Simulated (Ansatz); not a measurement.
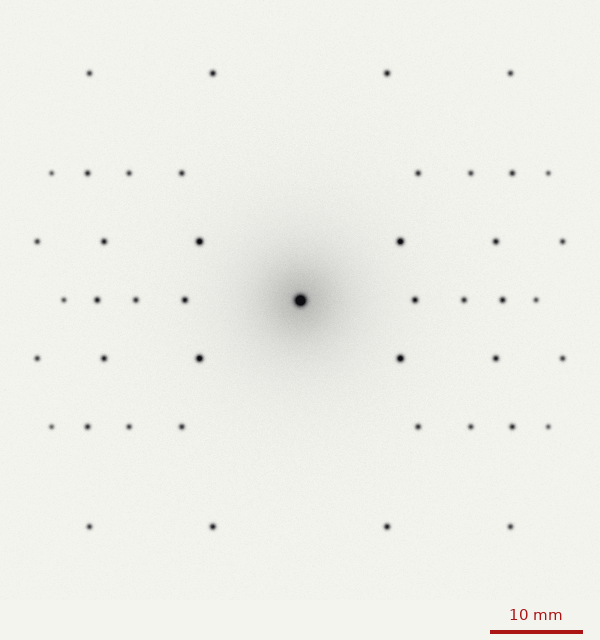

Simulated X-ray rotation photograph: Mo Kα radiation (λ = 0.7107 Å), cylindrical film of radius 28.65 mm unrolled, rotation axis vertical and normal to the beam, kinematic intensities without Lorentz or polarisation factors, the film spanning ±63° about the beam; spots down to d = 0.73 Å.

What lattice repeat along the rotation axis do the layer lines give?

Answer. The first layer line lies 6.4 mm from the equator, so tan ν = 0.224, sin ν = 0.219 and the period is λ/sin ν = 3.25 Å. Further lines follow at 13.9, 24.9 mm.

The crystal is B, space group Im-3m (No. 229), a = 2.30 Å. Structure: the input geometry of an electronic-structure calculation (not necessarily at equilibrium); the starting structure was generated, so it need not be a known form of this composition.

About which axis was it rotated?

Answer. About [110] (or an equivalent direction), whose length in the conventional cell is 3.250 Å.
